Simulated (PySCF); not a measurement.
```xyz
13

C     1.7043    0.1724    0.4991
C     0.4611    0.2071   -0.3738
C    -0.7841   -0.3093    0.3291
N    -1.9270   -0.3012   -0.5625
H     2.5846    0.5595   -0.0354
H     1.5756    0.7806    1.4092
H     1.9382   -0.8552    0.8214
H     0.6099   -0.3884   -1.2896
H     0.2751    1.2424   -0.7138
H    -0.9280    0.2732    1.2670
H    -0.6038   -1.3509    0.6492
H    -2.1662    0.6565   -0.8150
H    -2.7475   -0.6841   -0.0985
```

Geometry: PBE0-D3(BJ)/def2-SVP.

Level of theory: PySCF 2.14.0, density-fitted response routines, DFT single point, gas phase, functional wB97X.

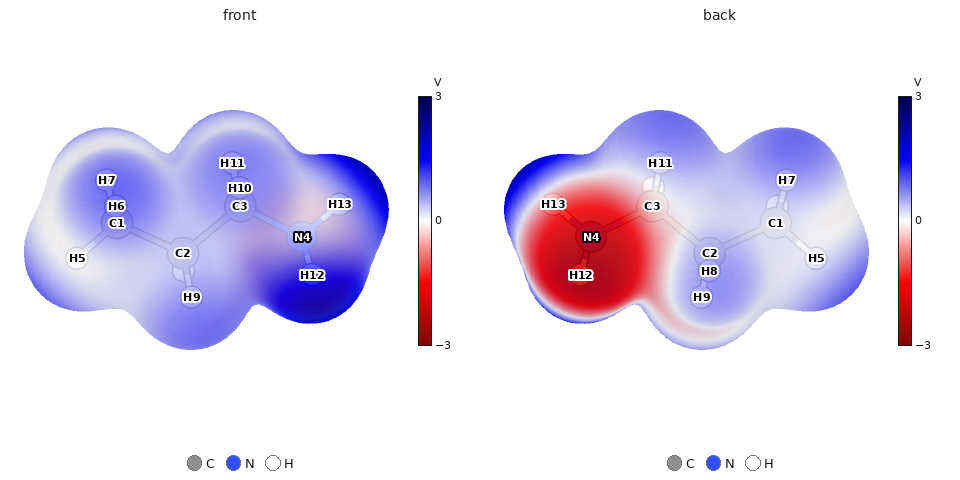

C$_{3}$H$_{9}$N (propylamine). The molecular electrostatic potential painted on the density surface at 0.004 e/bohr³, seen from the front and from behind; the colour scale runs from red (negative) to blue (positive).

**Where is the surface potential most negative and most positive?**

The most negative region (about −2.2 V) lies over N4, the most positive (about +2.0 V) over H12 and H13. N4 is the likeliest acceptor of a hydrogen bond.

**How polar is the molecule by this calculation?**

Its dipole moment is 1.26 D.
